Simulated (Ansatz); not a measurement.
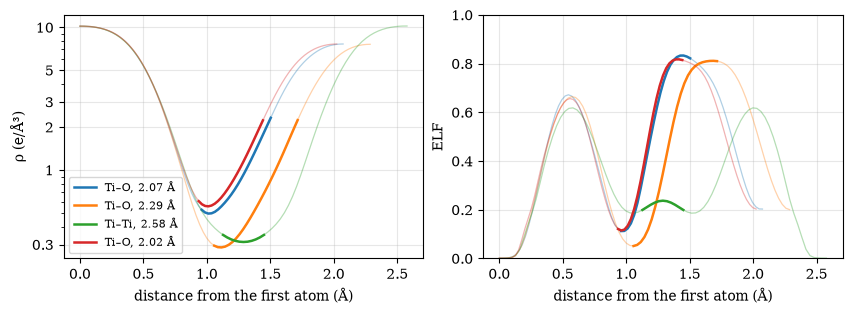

Figure. Ti₂O. Valence pseudo-density and electron localisation function along straight lines between neighbouring atoms. Thin, pale parts lie inside the atomic spheres.

Space group P2/m; a structure from a database of computed crystals, not necessarily the ambient phase; started from the database_10 prototype, which need not be the ambient phase; computed without spin polarisation.

The calculation used Ansatz 0.2.0, DFT r2SCAN, scalar-relativistic, plane waves, PAW.

In a PAW calculation such maps are meaningful between the atoms, not at the nuclei.

What can be read from the curves?

Answer. Ti–O (2.07 Å): ρ is about 0.5 e/Å³ halfway; the ELF peaks at about 0.85 in the valence shell of O, 0.6 Å from its nucleus, and is about 0.15 at the midpoint: no localised pair shows between them.
Ti–O (2.29 Å): the density is about 0.29 e/Å³ at the midpoint; the ELF peaks at about 0.80 in the valence shell of O, 0.6 Å from its nucleus, and is about 0.10 at the midpoint (no shared electron pair shows on this line).
Ti–Ti (2.58 Å): the density is about 0.31 e/Å³ at the midpoint; the ELF is about 0.25 at the midpoint; no localised pair shows between them.
Ti–O (2.02 Å): ρ is about 0.56 e/Å³ halfway; the ELF peaks at about 0.80 in the valence shell of O, 0.6 Å from its nucleus, and is about 0.15 at the midpoint; no localised pair shows between them.
